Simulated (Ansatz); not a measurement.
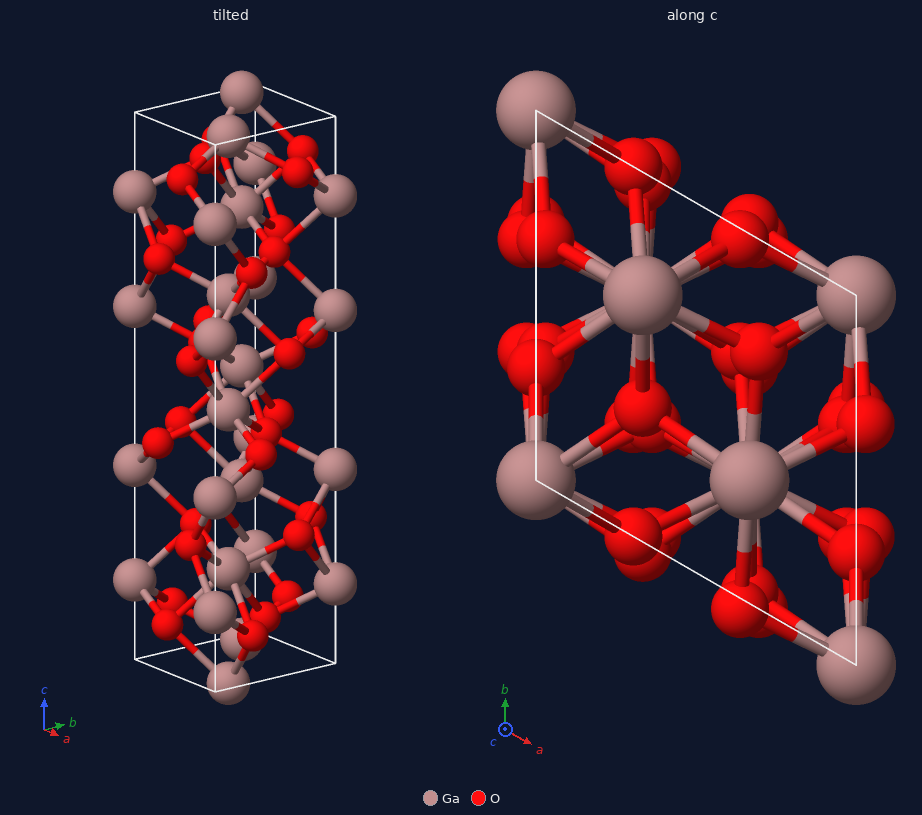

We look at a ball-and-stick model of the crystal slightly off an axis and along the c axis. Atoms at the boundary of the conventional unit cell (the box) are drawn once for each face, edge or corner they touch.

Ga2O3, corundum, space group R-3c (No. 167), a = 4.985 Å, b = 4.985 Å, c = 13.711 Å, α = 90.00°, β = 90.00°, γ = 120.00°. It goes back to a structure listed in the Materials Project. The cell was then strained or its atoms displaced on purpose. It was the input of a calculation with Ansatz.

This one geometry was computed with Ansatz (DFT, plane waves, PAW) at three levels of theory: PBE, r2SCAN and HSE06. It was relaxed with r2SCAN and then strained.

### Which level gives the highest pressure at this volume, and what does that say about its equilibrium volume?

Highest: PBE (5.2 GPa), which points to the largest equilibrium volume. Lowest, with the smallest volume: r2SCAN (-4.1 GPa) and HSE06 (-4.5 GPa). Levels within 0.5 GPa of each other can't be told apart.

### How does the band gap change with the level of theory?

PBE: a gap of 2.65 eV, indirect; r2SCAN: a gap of 3.34 eV, indirect; HSE06: a gap of 4.39 eV, indirect.

### Collect the results in a table.

| level | cutoff (eV) | k-mesh of the run's cell | gap (eV) | pressure (GPa) |
| --- | --- | --- | --- | --- |
| PBE | 420 | 6×6×6 | 2.65 | 5.2 |
| r2SCAN | 500 | 6×6×6 | 3.34 | -4.1 |
| HSE06 | 420 | 4×4×4 | 4.39 | -4.5 |

Gaps are taken on the k-mesh or band path of each run.
